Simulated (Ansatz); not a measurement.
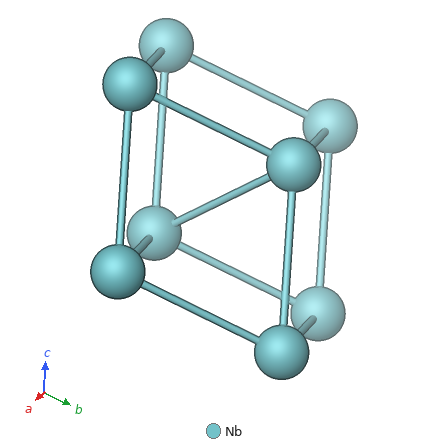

System: Nb, space group Im-3m (No. 229). The picture shows the cell.

Starting cell:
```
CELL_PARAMETERS angstrom
-1.66395 1.66395 1.66395
1.66395 -1.66395 1.66395
1.66395 1.66395 -1.66395
ATOMIC_POSITIONS crystal
Nb 0.00000 0.00000 0.00000
```

Method: homogeneous strain of a crystal along one Voigt pattern with engineering shear, fractional coordinates fixed, by plane-wave density functional theory with PAW datasets, free energies less that of the undisturbed cell, pressure positive in compression; scalar-relativistic (Ansatz 0.2.0). Level: PBE, no spin polarisation.

wave cutoff 420 eV; k mesh 20×20×20; occupations Gaussian; smearing width 0.15 eV; k shift (0, 0, 0) (mesh steps); start as given; strain pattern (0, 0, 0, 1, 0, 0) (xx yy zz yz xz xy with engineering shear).

The points at strain −0.075, −0.025, 0.05 and 0.1 follow from computed ones by symmetry.

What does the calculation give for the energy change, tensile stress summed over the strain pattern and pressure against strain? The strain takes the values −0.1000, −0.0750, −0.0500, −0.0250, 0.0000, 0.0125, 0.0250, 0.0375, 0.0500, 0.0625, 0.0750, 0.0875, 0.1000.

The energy change is 8.57 meV/atom at strain −0.1000 and 8.57 meV/atom at 0.1000; the lowest computed point is at strain 0.0000 (0.00 meV/atom). The tensile stress summed over the strain pattern rises from −2.296 GPa at strain −0.1000 to 2.296 GPa at 0.1000, and changes sign near 0.000. The pressure goes from −1.899 GPa at strain −0.1000 to −1.899 GPa at 0.1000, not monotonically, with a low of −2.684 GPa at 0.0000. The slope of stress against strain at the start, which at zero pressure is the clamped-ion constant C44, is 8.8 GPa. The second derivative of tensile stress is −20 GPa.

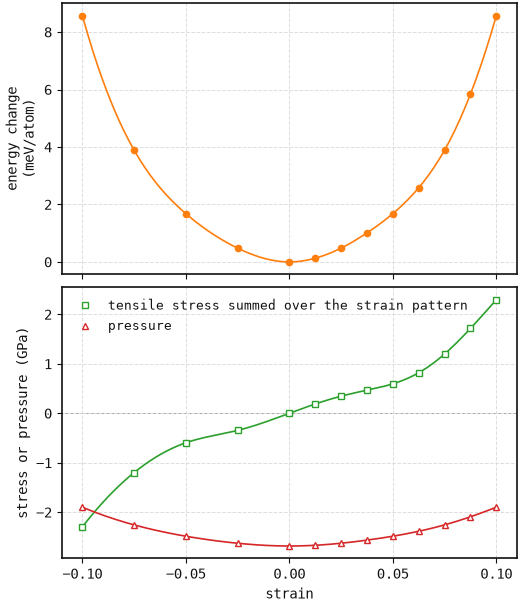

Limits of the calculation: reference crystal is not relaxed.
